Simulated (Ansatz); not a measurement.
# Molecular dynamics, with input and output: NiSi (part 2 of 2)

Continued. System: NiSi (16 atoms in the cell). Method: DFT PBE, scalar-relativistic, plane waves, PAW, PAW set soft_1, no spin polarisation (Ansatz 0.2.0); cutoff 420 eV, 2×2×2 k-mesh, Fermi–Dirac smearing of 0.3 eV. The structure derives from an entry of the Crystallography Open Database. It belongs to a series of runs on one base structure; here: dynamics from the start.

Geometry of the input (Å; fractional positions):
```
0.0000  4.6419  4.6419
4.6419  0.0000  4.6419
4.6419  4.6419  0.0000
Si 0.4300  0.4300  0.4300
Si 0.9301  0.4300  0.2099
Si 0.2098  0.9301  0.4300
Si 0.4300  0.2099  0.9301
Ni 0.0735  0.0735  0.0735
Ni 0.5735  0.0735  0.2795
Ni 0.2795  0.5735  0.0735
Ni 0.0735  0.2795  0.5735
Si 0.9301  0.9301  0.9301
Si 0.4300  0.9301  0.7099
Si 0.7098  0.4300  0.9301
Si 0.9301  0.7098  0.4300
Ni 0.5735  0.5735  0.5735
Ni 0.0735  0.5735  0.7795
Ni 0.7795  0.0735  0.5735
Ni 0.5735  0.7795  0.0735
```

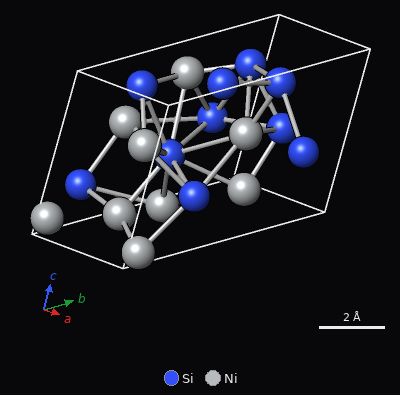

Fig. 1: The geometry at step 103 of the log (ball-and-stick view of the cell of the calculation, seen slightly off an axis).

Log, continued
```
md step    82: t =   184.50 fs  T =  4445.7 K  F+E_penalty+E_count = -51805.71959877 eV  E_kin = 8.619703 eV  conserved = -51804.25727373 eV  (5 SCF iters)
md step    83: t =   186.75 fs  T =  4411.9 K  F+E_penalty+E_count = -51805.62269313 eV  E_kin = 8.554316 eV  conserved = -51804.25611122 eV  (5 SCF iters)
md step    84: t =   189.00 fs  T =  4392.4 K  F+E_penalty+E_count = -51805.56462088 eV  E_kin = 8.516344 eV  conserved = -51804.25721787 eV  (5 SCF iters)
md step    85: t =   191.25 fs  T =  4379.5 K  F+E_penalty+E_count = -51805.53073610 eV  E_kin = 8.491479 eV  conserved = -51804.26060260 eV  (5 SCF iters)
md step    86: t =   193.50 fs  T =  4350.0 K  F+E_penalty+E_count = -51805.47433300 eV  E_kin = 8.434237 eV  conserved = -51804.26524088 eV  (5 SCF iters)
md step    87: t =   195.75 fs  T =  4272.0 K  F+E_penalty+E_count = -51805.33184914 eV  E_kin = 8.283071 eV  conserved = -51804.26951571 eV  (5 SCF iters)
md step    88: t =   198.00 fs  T =  4118.2 K  F+E_penalty+E_count = -51805.04715971 eV  E_kin = 7.984689 eV  conserved = -51804.27167776 eV  (5 SCF iters)
md step    89: t =   200.25 fs  T =  3878.6 K  F+E_penalty+E_count = -51804.59786184 eV  E_kin = 7.520226 eV  conserved = -51804.27025889 eV  (6 SCF iters)
md step    90: t =   202.50 fs  T =  3571.7 K  F+E_penalty+E_count = -51804.01622275 eV  E_kin = 6.925183 eV  conserved = -51804.26489947 eV  (9 SCF iters)
md step    91: t =   204.75 fs  T =  3243.9 K  F+E_penalty+E_count = -51803.39144595 eV  E_kin = 6.289686 eV  conserved = -51804.25766652 eV  (6 SCF iters)
md step    92: t =   207.00 fs  T =  2952.9 K  F+E_penalty+E_count = -51802.83690210 eV  E_kin = 5.725368 eV  conserved = -51804.25261169 eV  (5 SCF iters)
md step    93: t =   209.25 fs  T =  2739.0 K  F+E_penalty+E_count = -51802.43212526 eV  E_kin = 5.310588 eV  conserved = -51804.25222632 eV  (6 SCF iters)
md step    94: t =   211.50 fs  T =  2609.1 K  F+E_penalty+E_count = -51802.18821474 eV  E_kin = 5.058705 eV  conserved = -51804.25481781 eV  (6 SCF iters)
md step    95: t =   213.75 fs  T =  2547.6 K  F+E_penalty+E_count = -51802.07097715 eV  E_kin = 4.939451 eV  conserved = -51804.25671452 eV  (6 SCF iters)
md step    96: t =   216.00 fs  T =  2541.0 K  F+E_penalty+E_count = -51802.05252515 eV  E_kin = 4.926812 eV  conserved = -51804.25624597 eV  (6 SCF iters)
md step    97: t =   218.25 fs  T =  2591.0 K  F+E_penalty+E_count = -51802.13680102 eV  E_kin = 5.023674 eV  conserved = -51804.25471751 eV  (5 SCF iters)
md step    98: t =   220.50 fs  T =  2706.2 K  F+E_penalty+E_count = -51802.34282676 eV  E_kin = 5.246973 eV  conserved = -51804.25453856 eV  (6 SCF iters)
md step    99: t =   222.75 fs  T =  2885.8 K  F+E_penalty+E_count = -51802.67025670 eV  E_kin = 5.595320 eV  conserved = -51804.25708089 eV  (5 SCF iters)
md step   100: t =   225.00 fs  T =  3109.4 K  F+E_penalty+E_count = -51803.07856655 eV  E_kin = 6.028907 eV  conserved = -51804.26170531 eV  (10 SCF iters)
md step   101: t =   227.25 fs  T =  3340.4 K  F+E_penalty+E_count = -51803.49515057 eV  E_kin = 6.476674 eV  conserved = -51804.26634079 eV  (5 SCF iters)
md step   102: t =   229.50 fs  T =  3540.2 K  F+E_penalty+E_count = -51803.84485982 eV  E_kin = 6.864179 eV  conserved = -51804.26901269 eV  (5 SCF iters)
md step   103: t =   231.75 fs  T =  3683.7 K  F+E_penalty+E_count = -51804.07960750 eV  E_kin = 7.142361 eV  conserved = -51804.26892317 eV  (5 SCF iters)
md step   104: t =   234.00 fs  T =  3765.9 K  F+E_penalty+E_count = -51804.19209695 eV  E_kin = 7.301799 eV  conserved = -51804.26641259 eV  (5 SCF iters)
md step   105: t =   236.25 fs  T =  3801.3 K  F+E_penalty+E_count = -51804.21255853 eV  E_kin = 7.370393 eV  conserved = -51804.26246241 eV  (5 SCF iters)
md step   106: t =   238.50 fs  T =  3816.4 K  F+E_penalty+E_count = -51804.19462658 eV  E_kin = 7.399695 eV  conserved = -51804.25841396 eV  (5 SCF iters)
md step   107: t =   240.75 fs  T =  3839.5 K  F+E_penalty+E_count = -51804.19486130 eV  E_kin = 7.444482 eV  conserved = -51804.25580225 eV  (5 SCF iters)
md step   108: t =   243.00 fs  T =  3888.6 K  F+E_penalty+E_count = -51804.24938189 eV  E_kin = 7.539565 eV  conserved = -51804.25586804 eV  (5 SCF iters)
md step   109: t =   245.25 fs  T =  3961.9 K  F+E_penalty+E_count = -51804.35546272 eV  E_kin = 7.681776 eV  conserved = -51804.25882435 eV  (5 SCF iters)
md step   110: t =   247.50 fs  T =  4036.9 K  F+E_penalty+E_count = -51804.46860415 eV  E_kin = 7.827066 eV  conserved = -51804.26359746 eV  (10 SCF iters)
md step   111: t =   249.75 fs  T =  4077.6 K  F+E_penalty+E_count = -51804.51861804 eV  E_kin = 7.906132 eV  conserved = -51804.26835111 eV  (5 SCF iters)
md step   112: t =   252.00 fs  T =  4049.7 K  F+E_penalty+E_count = -51804.43750960 eV  E_kin = 7.851951 eV  conserved = -51804.27120199 eV  (6 SCF iters)
md step   113: t =   254.25 fs  T =  3934.6 K  F+E_penalty+E_count = -51804.18841886 eV  E_kin = 7.628812 eV  conserved = -51804.27065933 eV  (5 SCF iters)
md step   114: t =   256.50 fs  T =  3741.6 K  F+E_penalty+E_count = -51803.78791911 eV  E_kin = 7.254567 eV  conserved = -51804.26601825 eV  (5 SCF iters)
md step   115: t =   258.75 fs  T =  3511.7 K  F+E_penalty+E_count = -51803.31494884 eV  E_kin = 6.808855 eV  conserved = -51804.25799166 eV  (6 SCF iters)
md step   116: t =   261.00 fs  T =  3310.5 K  F+E_penalty+E_count = -51802.89738214 eV  E_kin = 6.418709 eV  conserved = -51804.24924747 eV  (5 SC
SCF 300 converged in 5 iterations: F = -51804.966972 eV  dr2 = 2.97e-9
md step   299: t =   672.75 fs  T =  2994.3 K  F+E_penalty+E_count = -51804.96697173 eV  E_kin = 5.805661 eV  conserved = -51804.25684255 eV  (5 SCF iters)
iter 1 solved again at ethr=3.88e-5 eV; its pass at ethr=3.10e-3 eV (dr2=6.83e-2 eV) is discarded
SCF iter   1: F=—  HF=-51805.148049 eV  |F-HF|=—  |Δ(HF+E_count)|=         —  Δρ=4.76e-3  dr2=7.15e-2  ethr=3.88e-5  ⟨swp⟩=1.6  Hψ=4012  notcnv=0
preconditioner: auto → Kerker (q_TF=auto, 2.671 Å⁻¹)  [metal: Δε(μ)=0.044 eV  Ē_g=7.706 eV  σ=0.300 eV  W_gap=0.04  n_scr=58 (ndim 8)  ℏωp=27.8 eV  f_vac=0.000  D(μ)=8.02/eV (n_scr^D=58)]
SCF iter   2: F=—  HF=-51805.139321 eV  |F-HF|=—  |Δ(HF+E_count)|=   8.73e-3  Δρ=2.57e-3  dr2=2.79e-2  ethr=3.88e-5  ⟨swp⟩=1.0  Hψ=904  notcnv=0
SCF iter   3: F=—  HF=-51805.133127 eV  |F-HF|=—  |Δ(HF+E_count)|=   6.19e-3  Δρ=5.23e-4  dr2=9.81e-4  ethr=1.58e-5  ⟨swp⟩=2.0  Hψ=1209  notcnv=0
SCF iter   4: F=—  HF=-51805.133025 eV  |F-HF|=—  |Δ(HF+E_count)|=   1.01e-4  Δρ=2.90e-4  dr2=1.33e-4  ethr=5.58e-7  ⟨swp⟩=2.2  Hψ=1391  notcnv=0
SCF iter   5: F=—  HF=-51805.132931 eV  |F-HF|=—  |Δ(HF+E_count)|=   9.42e-5  Δρ=8.22e-5  dr2=1.33e-5  ethr=7.54e-8  ⟨swp⟩=2.6  Hψ=1614  notcnv=0
SCF iter   6: F=—  HF=-51805.133035 eV  |F-HF|=—  |Δ(HF+E_count)|=   1.04e-4  Δρ=3.52e-5  dr2=2.62e-6  ethr=7.58e-9  ⟨swp⟩=2.0  Hψ=1597  notcnv=0
SCF iter   7: F=—  HF=-51805.133035 eV  |F-HF|=—  |Δ(HF+E_count)|=   2.31e-7  Δρ=1.89e-5  dr2=4.77e-7  ethr=1.49e-9  ⟨swp⟩=2.0  Hψ=1198  notcnv=0
SCF iter   8: F=—  HF=-51805.133035 eV  |F-HF|=—  |Δ(HF+E_count)|=   5.18e-8  Δρ=3.80e-6  dr2=2.73e-8  ethr=2.71e-10  ⟨swp⟩=2.0  Hψ=1206  notcnv=0
SCF iter   9: F=-51805.133035 eV  HF=-51805.133035 eV  |F-HF|=5.36e-9  |Δ(HF+E_count)|=   1.43e-9  Δρ=1.87e-6  dr2=6.62e-9  ethr=9.09e-12  ⟨swp⟩=4.0  Hψ=3112  notcnv=0
SCF 301 converged in 9 iterations: F = -51805.133035 eV  dr2 = 6.62e-9
md step   300: t =   675.00 fs  T =  3118.5 K  F+E_penalty+E_count = -51805.13303491 eV  E_kin = 6.046451 eV  conserved = -51804.25778540 eV  (9 SCF iters)
```

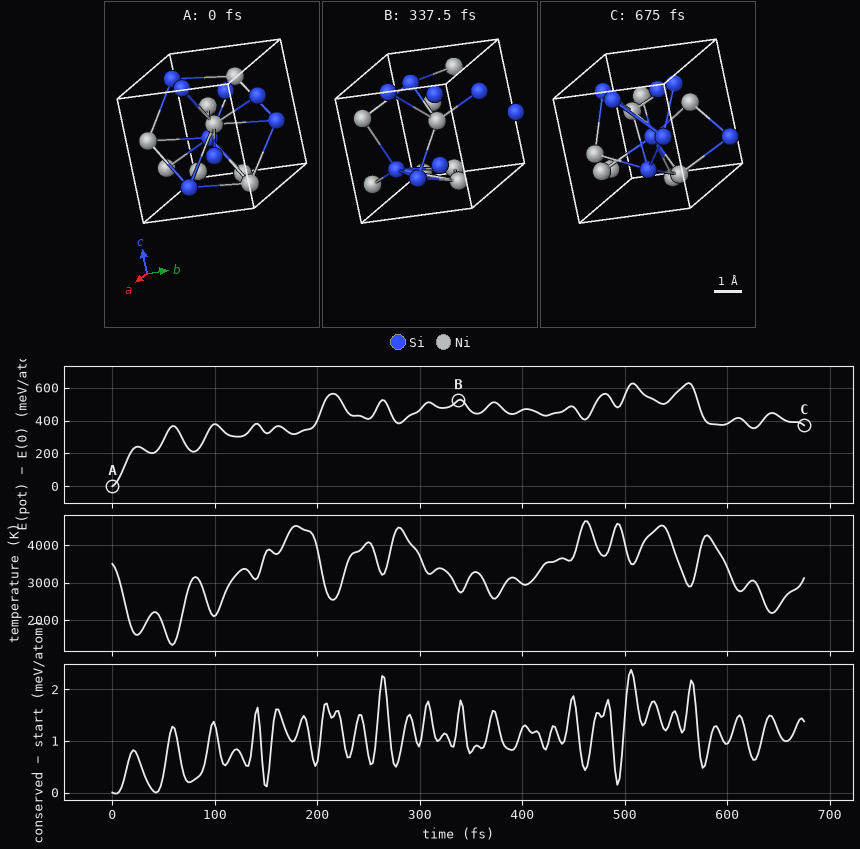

Fig. 2: Frames of the molecular dynamics (ball-and-stick, reduced simulation cell, seen slightly off an axis) above the curves, on which the letters mark them. The trajectory kept here has 301 frames over 675 fs. The temperature starts at 3500 K, ranges from 1336 to 4637 K and averages 3417 K over the second half. The potential energy ends 370.8 meV/atom above its first value. The conserved quantity stays within 2.4 meV/atom. With the common drift removed, the root-mean-square displacement is 0.94 Å.

```
SCF converged after 9 iterations
Free energy (F): -51805.133035 eV
Harris-Foulkes:  -51805.133035 eV  (|F-HF|=5.36e-9)
Internal energy: -51802.630245 eV  (E = F + TS)
E sigma→0 (E₀):  -51803.881640 eV
Entropy (-TS):   -2.502790 eV (-156.424 meV/atom)
Fermi energy:    14.004365 eV
--- Per-component energies (eV) ---
  E_band       = -2682.131714
  E_kinetic    = 3088.892566
  E_local      = -31659.137505  (includes V_loc(G=0)·N_el)
  E_nonlocal   = -759.334167
  E_hartree    = 16522.823198
  E_xc         = -1370.302594
  E_vxc        = -1568.147089  (∫ρ·V_xc dr)
  E_paw        = -17358.865676  (= ΣΔE_a)
  E_vpaw       = -4830.060619  (= ΣTr[D̂ρ^β])
  E_aug_tail   = 0.008286  (compensation charges beyond the density's cutoff)
  E_ewald      = -20266.714354
  E_smearing   = -2.502790  (= −TS)
  E_closure    = 0.000000  (closes the sum)
  Σ components = -51805.133035   (vs F -51805.133035, Δ=0.00e0)
--- Forces (eV/Å), atoms counted from 1 ---
  atom   1  Si    -0.10736968     0.25240405     2.38967824
  atom   2  Si    -0.31527519     2.18112818    -3.18237828
  atom   3  Si    -0.33462308     0.69043387     0.14997738
  atom   4  Si     0.32980848    -0.14601665     0.69636803
  atom   5  Ni     0.68525229     0.99540577     0.28529994
  atom   6  Ni     0.11903530    -3.23909765     0.70060093
  atom   7  Ni    -0.73078524    -0.50743276     0.07692801
  atom   8  Ni    -1.14925924     2.93618828    -1.10845564
  atom   9  Si    -1.27018443    -3.70897255     2.48379468
  atom  10  Si     0.96693485    -1.04842603    -0.37000948
  atom  11  Si     0.63784135     1.44698069    -0.48630314
  atom  12  Si     0.71120932     1.29969253     0.63865391
  atom  13  Ni    -0.24552014    -1.48155027    -1.29238003
  atom  14  Ni    -0.33588520     0.64357414    -0.08848043
  atom  15  Ni    -0.00202111    -0.56619398    -0.38422197
  atom  16  Ni     1.04084965     0.25186644    -0.50906696
  max |Σ_I F_I| component: 1.60e-5 eV/Å
--- MD trajectory: 300 steps, t = 0.0 → 675.0 fs ---
  final state: T = 3118.5 K   F+E_penalty+E_count = -51805.13303491 eV   E_kin = 6.046451 eV
  conserved energy: peak-to-peak 3.840e-2 eV (2.400e-3 eV/atom) over 675.0 fs
```

Trajectory as extended XYZ (Å, eV, eV/Å), 6 of the 301 frames kept, from step=0 to step=300
```
16
Lattice="0.0000 4.6419 4.6419 4.6419 0.0000 4.6419 4.6419 4.6419 0.0000" Properties=species:S:1:pos:R:3:forces:R:3 step=0 time_fs=0.0 energy=-51811.06603 temperature=3500.0
Si    3.9925    3.9925    3.9925   -0.5142  -0.5142  -0.5142
Si    2.9704    5.2913    6.3135    0.5142   0.5142  -0.5142
Si    6.3135    2.9704    5.2913   -0.5142   0.5142   0.5142
Si    5.2913    6.3135    2.9704    0.5142  -0.5142   0.5142
Ni    0.6824    0.6824    0.6824    0.1197   0.1197   0.1197
Ni    1.6386    3.9596    3.0033   -0.1197  -0.1197   0.1197
Ni    3.0033    1.6386    3.9596    0.1197  -0.1197  -0.1197
Ni    3.9596    3.0033    1.6386   -0.1197   0.1197  -0.1197
Si    8.6345    8.6345    8.6345   -0.5142  -0.5142  -0.5142
Si    7.6123    5.2913    6.3135    0.5142   0.5142  -0.5142
Si    6.3135    7.6123    5.2913   -0.5142   0.5142   0.5142
Si    5.2913    6.3135    7.6123    0.5142  -0.5142   0.5142
Ni    5.3243    5.3243    5.3243    0.1197   0.1197   0.1197
Ni    6.2805    3.9596    3.0033   -0.1197  -0.1197   0.1197
Ni    3.0033    6.2805    3.9596    0.1197  -0.1197  -0.1197
Ni    3.9596    3.0033    6.2805   -0.1197   0.1197  -0.1197
16
Lattice="0.0000 4.6419 4.6419 4.6419 0.0000 4.6419 4.6419 4.6419 0.0000" Properties=species:S:1:pos:R:3:forces:R:3 step=60 time_fs=135.0 energy=-51805.51606 temperature=3225.3
Si    3.8951    3.5230    3.6851    0.3094   1.2491   0.3746
Si    3.2895    5.4918    6.6403   -3.5948  -3.5658  -1.5560
Si    6.4287    3.0916    5.4463   -1.0823   1.6181   0.4587
Si    5.4042    6.8900    3.4055    1.9197  -3.9029  -2.0027
Ni    0.7154    0.8613    0.6672   -2.1348   1.2026   1.1093
Ni    1.8169    4.4434    3.3054   -0.7481  -1.6569  -2.6712
Ni    2.8793    1.5077    4.2433   -0.1503  -0.6259   0.0021
Ni    4.1393    2.6493    1.3156    0.8034   2.7781  -0.7319
Si    8.8851    8.5171    8.5805   -3.9904   3.3150   0.3069
Si    7.9448    5.1016    6.4005    0.0102   0.6190  -0.6815
Si    6.3595    8.2825    5.2966    1.9749  -2.3495   2.0396
Si    5.0696    6.1923    7.6275    3.4561   0.4987   1.9420
Ni    5.0352    5.2267    4.8717    0.7387  -0.9956   0.3739
Ni    6.1221    3.6013    2.9524    0.5253   0.6719  -0.0160
Ni    2.6889    6.1863    4.2834    2.2582   1.4020  -0.5024
Ni    4.0445    3.0549    5.8955   -0.2952  -0.2580   1.5545
16
Lattice="0.0000 4.6419 4.6419 4.6419 0.0000 4.6419 4.6419 4.6419 0.0000" Properties=species:S:1:pos:R:3:forces:R:3 step=120 time_fs=270.0 energy=-51803.52932 temperature=3682.1
Si    3.7286    4.1994    3.8853   -1.7028   2.1329  -1.2225
Si    3.2010    5.1778    6.3239   -0.1801   2.0293  -0.0535
Si    6.5980    2.8517    6.0802   -0.2842  -0.3632  -1.3365
Si    5.2768    5.6159    2.8929    0.3793   1.5386   0.1236
Ni    0.4374    0.3404    0.6004    3.9612   2.2803   2.4536
Ni    1.3462    3.6561    3.3899   -0.9185   0.5663   0.1068
Ni    2.9709    1.8696    3.4962   -1.0910  -0.9547   1.5178
Ni    4.2213    3.1294    2.0754    0.4283   0.0850  -2.9832
Si    8.1286    8.9850    9.0202   -3.5334  -2.4258  -2.3087
Si    7.3729    5.7731    6.2485    1.6358  -3.1848   0.0412
Si    6.3304    7.4758    5.5039   -2.9026   0.2733  -5.6119
Si    5.2804    6.7610    8.3299    0.9555  -1.6522   1.5389
Ni    5.3231    4.9387    5.7716    2.1920   1.9653  -0.4682
Ni    6.5546    3.6552    2.6190   -0.7565   3.9682   3.1370
Ni    3.2523    6.8103    3.3740    1.8879  -1.6906   2.6012
Ni    3.9864    3.2508    5.6326   -0.0709  -4.5680   2.4643
16
Lattice="0.0000 4.6419 4.6419 4.6419 0.0000 4.6419 4.6419 4.6419 0.0000" Properties=species:S:1:pos:R:3:forces:R:3 step=180 time_fs=405.0 energy=-51803.55043 temperature=2952.3
Si    2.5178    4.2335    4.1795    2.7396   2.3377  -2.8888
Si    3.2648    5.2609    6.2034    0.7683   0.2267   0.3851
Si    6.4304    3.4111    5.2391    1.5117   0.1076   3.9930
Si    5.7238    5.5287    2.7781   -0.8989   0.0158   1.9565
Ni    1.0932    1.4374    0.6786   -0.2774  -0.5265   0.4754
Ni    0.7506    3.6589    2.4331    0.0585   0.2330   1.4545
Ni    2.8459    1.8028    3.9382    1.6470  -0.6153  -0.7995
Ni    3.8782    2.8358    2.0586    0.8622   0.4482  -1.0011
Si    8.6991    8.9574    9.0120    0.0866  -2.4908  -1.8265
Si    8.1407    5.3392    6.2042   -0.7617  -0.3213   2.4898
Si    6.0327    7.4638    5.1821   -3.8929   0.7398   2.7131
Si    5.4382    5.8699    7.8677   -0.3622   1.2262  -2.9799
Ni    5.7639    5.4872    5.2959   -1.8485  -2.3158   0.7371
Ni    6.5097    3.4497    3.3390   -0.2271   0.0606  -5.0210
Ni    3.6662    6.5410    3.8491    0.5862  -0.6698   0.5908
Ni    3.4263    2.8086    6.1410    0.0085   1.5440  -0.2786
16
Lattice="0.0000 4.6419 4.6419 4.6419 0.0000 4.6419 4.6419 4.6419 0.0000" Properties=species:S:1:pos:R:3:forces:R:3 step=240 time_fs=540.0 energy=-51802.99984 temperature=4450.2
Si    3.3409    4.3659    3.3575   -0.3261  -2.7199  -0.1078
Si    3.4625    5.6414    6.5717    0.1939   0.5049  -1.3806
Si    6.0001    2.8034    5.8893    1.4015   2.4793   1.5389
Si    5.3783    5.5054    3.0219    1.0534   2.6261   1.3906
Ni    0.5151    1.4749   -0.0478    1.8156  -2.8748  -0.5686
Ni    1.3927    3.0280    4.0113   -0.1113   0.4057   0.0831
Ni    3.1961    1.7036    3.8932   -2.1504   0.0991  -0.0234
Ni    4.5128    2.8810    1.4433   -1.5548   0.6404  -1.3114
Si    8.8059    8.4501    7.9204   -0.1020   0.4695   3.2484
Si    8.1957    5.9407    6.1567   -0.3297  -2.7484  -0.0479
Si    6.3743    8.9068    5.9886   -2.6590   0.9635  -3.5896
Si    6.0028    6.0779    7.0285    0.5440  -0.8118   0.9005
Ni    5.2693    5.0685    5.3171    0.1129  -0.6646  -1.7573
Ni    5.9291    3.4105    3.1884    0.2897   0.0364   4.0289
Ni    2.9102    6.3050    4.2751    0.5434   1.4785   0.7611
Ni    3.5803    3.3714    6.0029    1.2790   0.1161  -3.1651
16
Lattice="0.0000 4.6419 4.6419 4.6419 0.0000 4.6419 4.6419 4.6419 0.0000" Properties=species:S:1:pos:R:3:forces:R:3 step=300 time_fs=675.0 energy=-51805.13303 temperature=3118.5
Si    3.8232    3.1785    3.3415   -0.1074   0.2524   2.3897
Si    4.2825    5.2375    6.7392   -0.3153   2.1811  -3.1824
Si    6.4820    2.6143    6.2906   -0.3346   0.6904   0.1500
Si    4.6510    5.9524    2.7628    0.3298  -0.1460   0.6964
Ni    0.0308    0.9368   -0.1553    0.6853   0.9954   0.2853
Ni    1.8146    4.3039    3.5224    0.1190  -3.2391   0.7006
Ni    2.4070    1.1314    3.2677   -0.7308  -0.5074   0.0769
Ni    4.1736    3.0441    1.2644   -1.1493   2.9362  -1.1085
Si    8.4306    8.4178    8.1797   -1.2702  -3.7090   2.4838
Si    7.5163    5.8097    5.6527    0.9669  -1.0484  -0.3700
Si    6.3382    8.2583    6.2491    0.6378   1.4470  -0.4863
Si    6.2167    6.2332    7.4882    0.7112   1.2997   0.6387
Ni    5.5300    6.2014    5.1146   -0.2455  -1.4816  -1.2924
Ni    6.1594    3.3856    4.1510   -0.3359   0.6436  -0.0885
Ni    3.0591    6.0501    4.6851   -0.0020  -0.5662  -0.3842
Ni    4.0450    3.1417    5.8655    1.0408   0.2519  -0.5091
```

Key numbers

| quantity | value |
| --- | --- |
| outcome | finished |
| mean temperature over the second half | 3417 K |
| trajectory | 300 steps, 675 fs |
| ensemble | nvt_nose_hoover |
| temperature in the input | 3500.0 K |
| time step | 2.25 fs |
| space group of the start (tolerance 0.01 Å) | P2₁3 (198) |
| electrons treated | 176 |
| potential energy (free energy of the electrons) (last step) | −51805.1330 eV |
| Fermi energy (last step) | 14.004 eV |
| largest force (length of the vector) (last step) | 4.641 eV/Å |
| hardware | 2 threads of Arm Neoverse V2, 24 GiB of memory available, shared host |
| wall time | 17 min (CPU time 34 min) |
| peak memory | 0.81 GiB |

Remarks

The input asks for low accuracy. The run has no spin polarisation, so a magnetic state may lie lower. The k-point mesh is coarse for a cell of this size, so the results may not be converged.
